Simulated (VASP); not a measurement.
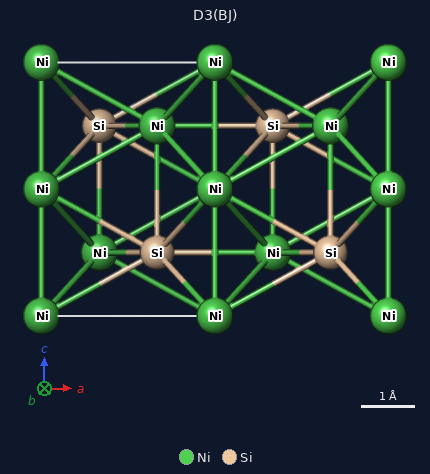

A crystal of SiNi2 (set up in P6_3/mmc), relaxed (cell and atoms) with several dispersion corrections. The picture shows the result with D3(BJ). Style: ball-and-stick. Shown: the cell of the calculation, repeated 2 × 1 × 1 with one cell outlined, along the b axis.

Computed with VASP 6.6.1: PBEsol, VASP PAW PBE potentials, recommended. Settings: plane-wave cutoff 600 eV; k-point mesh 6 × 6 × 5; occupations fermi-dirac; smearing width 0.05 eV; collinear spin.

```tsv
dispersion correction	volume (Å³/atom)	a (Å)	c (Å)
D3(BJ)	10.301	3.835	4.853
none	10.624	3.870	4.914
D4	10.437	3.849	4.880
D3	10.327	3.839	4.854
rVV10	?	?	?
```

Question: One row is withheld. What does the calculation give there?

Answer: With rVV10 the volume falls between D4 (10.437) and none (10.624). The calculation gives 10.593 Å³/atom (a = 3.867 Å, c = 4.909 Å). In order of volume: D3(BJ) < D3 < D4 < rVV10 < none; the spread is 3.1 %.
